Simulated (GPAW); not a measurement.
AlN: single-point calculation

AlN (F-43m, 2 atoms in the cell), computed with GLLB-SC model potential, plane waves, PAW (GPAW 26.7.0).

The structure was built on a prototype by a generator. The geometry comes from this level: r2SCAN. Figures and captions count atoms from 1; the log counts them from 0 in places.

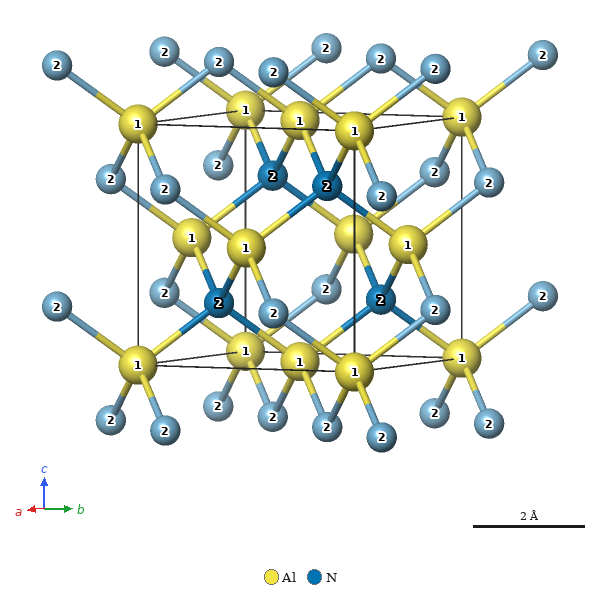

**Figure 1.** The structure (ball-and-stick view of the cell 4 times as large as that of the calculation, set on its symmetry axes, seen at an oblique angle; neighbours outside the cell are drawn fainter; atoms are numbered from 1 in the order of the input).

The input:
```python
import json
from ase import Atoms
from gpaw import GPAW, PW, FermiDirac

atoms = Atoms(['Al', 'N'],
              cell=[[0.0, 2.18487642, 2.18487642], [2.18487642, 0.0, 2.18487642], [2.18487642, 2.18487642, 0.0]],
              scaled_positions=[[0.0, 0.0, 0.0], [0.25, 0.25, 0.25]],
              pbc=True)
calc = GPAW(mode=PW(400), xc='GLLBSC', kpts={'size': (6, 6, 6), 'gamma': True},
            occupations=FermiDirac(0.02), maxiter=100, legacy_gpaw=True, txt='gpaw.txt')
atoms.calc = calc
res = {'energy': atoms.get_potential_energy(force_consistent=True)}
res['electrons'] = calc.get_number_of_electrons()
res['k'] = calc.get_ibz_k_points().tolist()
res['levels'] = [calc.get_eigenvalues(kpt=i).tolist() for i in range(len(res['k']))]
points = [[0.0, 0.0, 0.0], [-0.5, -0.5, 0.0], [-0.375, -0.375, 0.25], [-0.375, 0.0, 0.375], [0.0, 0.0, 0.5], [-0.5, -0.25, 0.25], [0.0, 0.5, 0.5]]
bands = calc.fixed_density(kpts=points, symmetry='off', nbands=round(res['electrons']) // 2 + 6, convergence={'bands': -2}, txt='bands.txt')
res['points'] = [bands.get_eigenvalues(kpt=i).tolist() for i in range(len(points))]
homo, lumo = bands.get_homo_lumo()
potential = calc.hamiltonian.xc.response.calculate_discontinuity_potential(homo, lumo)
res['discontinuity'] = bands.hamiltonian.xc.response.calculate_discontinuity(potential)
json.dump(res, open('results.json', 'w'))
print('free energy (eV):', round(res['energy'], 5))
```

Machine: 1 thread of Arm Neoverse V2, 24 GiB of memory available, shared host.

Run as:
```bash
python run.py
```

Output:
```
___ ___ ___ _ _ _
 |   |   |_  | | | |
 | | | | | . | | | |
 |__ |  _|___|_____|  26.7.0
 |___|_|

OpenMP: False

Versions:

Paths:

Git-hashes:

OMP_NUM_THREADS: 1

Input parameters:
  kpts: {gamma: True,
         size: (6, 6, 6)}
  maxiter: 100
  mode: {ecut: 400.0,
         name: pw}
  occupations: {fixmagmom: False,
                name: fermi-dirac,
                width: 0.02}
  xc: GLLBSC

System changes: positions, numbers, cell, pbc, initial_charges, initial_magmoms

Initialize ...

species:
  Al:
    name:    Aluminium
    id:
    Z:       13.0
    valence: 3
    core:    10
    charge:  0.0  # [|e|]
    compensation charges:
      type: gauss
      rc: 0.34  # [Å]
      lmax: 2
    cutoffs:
      filter: 1.91  # [Å]
      core: 2.36  # [Å]
    projectors
    | kind |    occ | energy [eV] | rcut [Å] |
    |------|--------|-------------|----------|
    |   3s |  2.000 |      -7.950 |    1.085 |
    |   3p |  1.000 |      -3.225 |    1.085 |
    |    s |        |      19.261 |    1.085 |
    |    p |        |      23.986 |    1.085 |
    |    d |        |       0.000 |    1.085 |

    Using partial waves for Al as LCAO basis

  N:
    name:    Nitrogen
    id:
    Z:       7.0
    valence: 5
    core:    2
    charge:  0.0  # [|e|]
    compensation charges:
      type: gauss
      rc: 0.18  # [Å]
      lmax: 2
    cutoffs:
      filter: 1.11  # [Å]
      core: 0.96  # [Å]
    projectors
    | kind |    occ | energy [eV] | rcut [Å] |
    |------|--------|-------------|----------|
    |   2s |  2.000 |     -22.351 |    0.603 |
    |   2p |  3.000 |     -10.227 |    0.529 |
    |    s |        |       4.860 |    0.603 |
    |    p |        |      16.985 |    0.529 |
    |    d |        |       0.000 |    0.577 |

    Using partial waves for N as LCAO basis

Reference energy: -8065.364373  # eV

Spin-paired calculation

Convergence criteria:
 Maximum [total energy] change in last 3 cyles: 0.0005 eV / valence electron
 Maximum integral of absolute [dens]ity change: 0.0001 electrons / valence electron
 Maximum integral of absolute [eigenst]ate change: 4e-08 eV^2 / valence electron
 Maximum number of scf [iter]ations: 100
 (Square brackets indicate name in SCF output, whereas a 'c' in
 the SCF output indicates the quantity has converged.)

Symmetries present (total): 24

  ( 1  0  0)  ( 1  0  0)  ( 1  0 -1)  ( 1  0 -1)  ( 1 -1  0)  ( 1 -1  0)
  ( 0  1  0)  ( 0  0  1)  ( 0  1 -1)  ( 0  0 -1)  ( 0 -1  1)  ( 0 -1  0)
  ( 0  0  1)  ( 0  1  0)  ( 0  0 -1)  ( 0  1 -1)  ( 0 -1  0)  ( 0 -1  1)

  ( 0  1  0)  ( 0  1  0)  ( 0  1 -1)  ( 0  1 -1)  ( 0  0  1)  ( 0  0  1)
  ( 1  0  0)  ( 0  0  1)  ( 1  0 -1)  ( 0  0 -1)  ( 1  0  0)  ( 0  1  0)
  ( 0  0  1)  ( 1  0  0)  ( 0  0 -1)  ( 1  0 -1)  ( 0  1  0)  ( 1  0  0)

  ( 0  0 -1)  ( 0  0 -1)  ( 0 -1  1)  ( 0 -1  1)  ( 0 -1  0)  ( 0 -1  0)
  ( 1  0 -1)  ( 0  1 -1)  ( 1 -1  0)  ( 0 -1  0)  ( 1 -1  0)  ( 0 -1  1)
  ( 0  1 -1)  ( 1  0 -1)  ( 0 -1  0)  ( 1 -1  0)  ( 0 -1  1)  ( 1 -1  0)

  (-1  1  0)  (-1  1  0)  (-1  0  1)  (-1  0  1)  (-1  0  0)  (-1  0  0)
  (-1  0  1)  (-1  0  0)  (-1  1  0)  (-1  0  0)  (-1  1  0)  (-1  0  1)
  (-1  0  0)  (-1  0  1)  (-1  0  0)  (-1  1  0)  (-1  0  1)  (-1  1  0)

216 k-points: 6 x 6 x 6 Monkhorst-Pack grid + [1/12,1/12,1/12]
16 k-points in the irreducible part of the Brillouin zone
       k-points in crystal coordinates                weights
   0:     0.00000000    0.00000000    0.00000000          1/216
   1:     0.16666667    0.16666667    0.00000000          6/216
   2:     0.16666667    0.16666667    0.16666667          8/216
   3:     0.33333333    0.16666667    0.16666667         12/216
   4:     0.33333333    0.33333333   -0.33333333         12/216
   5:     0.33333333    0.33333333    0.00000000          6/216
   6:     0.33333333    0.33333333    0.16666667         24/216
   7:     0.33333333    0.33333333    0.33333333          8/216
   8:     0.50000000    0.33333333   -0.33333333         24/216
   9:     0.50000000    0.33333333   -0.16666667         12/216
          ...
  15:     0.50000000    0.50000000    0.50000000          4/216

Wave functions: Plane wave expansion
  Cutoff energy: 400.000 eV
  Number of coefficients (min, max): 339, 392
  Pulay-stress correction: 0.000000 eV/Ang^3 (de/decut=0.000000)
  Using FFTW library
  ScaLapack parameters: grid=1x1, blocksize=None
  Wavefunction extrapolation:
    Improved wavefunction reuse through dual PAW basis

Occupation numbers: Fermi-Dirac:
  width: 0.0200  # eV

Eigensolver
   Davidson(niter=2)

Densities:
  Coarse grid: 15*15*15 grid
  Fine grid: 30*30*30 grid
  Total Charge: 0.000000

Density mixing:
  Method: separate
  Backend: msr1
  Linear mixing parameter: 0.05
  old densities: 10
  Width of damping distribution: 1.1
  Damping of long wavelength oscillations: 20

Hamiltonian:
  XC and Coulomb potentials evaluated on a 30*30*30 grid
  Using the GLLBSC Exchange-Correlation functional
  External potential:
    NoExternalPotential

XC parameters: GLLBSC functional being used consists of
  -----------------------------------------------------------------------
  | Weight | Module     | Description                                   |
  -----------------------------------------------------------------------
  |  1.000 | SCREENING  | GGA_X_PBE_SOL with 2 nearest neighbor stencil |
  |  1.000 | RESPONSE   | eps=0.0500 eV                                 |
  |  1.000 | XC         | GGA_C_PBE_SOL with 2 nearest neighbor stencil |
  -----------------------------------------------------------------------

Memory estimate:
  Process memory now: 108.32 MiB
  Calculator: 4.14 MiB
    Density: 1.69 MiB
      Arrays: 0.67 MiB
      Localized functions: 0.50 MiB
      Mixer: 0.51 MiB
    Hamiltonian: 0.45 MiB
      Arrays: 0.44 MiB
      XC: 0.00 MiB
      Poisson: 0.00 MiB
      vbar: 0.01 MiB
    Wavefunctions: 2.00 MiB
      Arrays psit_nG: 0.77 MiB
      Eigensolver: 0.09 MiB
      Projections: 0.05 MiB
      Projectors: 0.87 MiB
      PW-descriptor: 0.22 MiB

Total number of cores used: 1

Number of atoms: 2
Number of atomic orbitals: 8
Number of bands in calculation: 8
Number of valence electrons: 8
Bands to converge: occupied

... initialized

Initializing position-dependent things.

Density initialized from atomic densities
Creating initial wave functions:
  8 bands from LCAO basis set

           N
       Al

Atomic positions and initial magnetic moments

Positions:
   0 Al     0.000000    0.000000    0.000000    ( 0.0000,  0.0000,  0.0000)
   1 N      1.092438    1.092438    1.092438    ( 0.0000,  0.0000,  0.0000)

Unit cell:
           periodic     x           y           z      points  spacing
  1. axis:    yes    0.000000    2.184876    2.184876    15     0.1682
  2. axis:    yes    2.184876    0.000000    2.184876    15     0.1682
  3. axis:    yes    2.184876    2.184876    0.000000    15     0.1682

  Lengths:   3.089882   3.089882   3.089882
  Angles:   60.000000  60.000000  60.000000

Effective grid spacing dv^(1/3) = 0.1835

iter:   1   -16.822707
iter:   2   -16.539636   -1.96  -0.53
iter:   3   -13.283217   -0.30  -0.56
iter:   4   -13.385912   -1.33  -0.94
iter:   5   -13.554459   -1.46  -1.31
iter:   6   -13.292025   -2.13  -1.28
iter:   7   -13.253816   -3.10  -1.89
iter:   8   -13.250182   -3.88  -2.41
iter:   9   -13.247306   -4.62  -3.18
iter:  10   -13.250234c  -5.96  -3.05
iter:  11   -13.252066   -5.95  -3.38
iter:  12   -13.251868c  -7.64c -4.36c

Converged after 12 iterations.

Dipole moment: (-0.954033, -0.954033, -0.954033) |e|*Ang

Energy contributions relative to reference atoms: (reference = -8065.364373)

Kinetic:        +14.446796
Potential:       -9.087611
External:        +0.000000
XC:             -18.578037
Entropy (-ST):   -0.000000
Local:           -0.033016
SIC:             +0.000000
--------------------------
Free energy:    -13.251868
Extrapolated:   -13.251868

GLLBSC response reference energy: 4.38652 eV (from HOMO)

Showing only first 2 kpts
 Kpt  Band  Eigenvalues  Occupancy
  0     2      4.38616    2.00000
  0     3      4.38616    2.00000
  0     4      8.60067    0.00000
  0     5     17.73493    0.00000

  1     2      3.79345    2.00000
  1     3      3.79370    2.00000
  1     4     10.41790    0.00000
  1     5     16.39160    0.00000

Fermi level: 5.87772

Gap: 3.954 eV
Transition (v -> c):
  (s=0, k=0, n=3, [0.00, 0.00, 0.00]) -> (s=0, k=12, n=4, [0.50, 0.50, 0.00])
Direct/indirect transitions are different
Direct gap: 4.215 eV
Transition at: (s=0, k=0, n=3, [0.00, 0.00, 0.00])

free energy (eV): -13.25187
```

Summary:

| quantity | value |
| --- | --- |
| outcome | converged |
| space group (tolerance 0.01 Å) | F-43m (216) |
| electrons treated | 8 |
| free energy relative to the program's reference atoms | −13.2519 eV |
| band gap | 3.95 eV |
| wall time | 2.9 s |
| peak memory | 0.12 GiB |
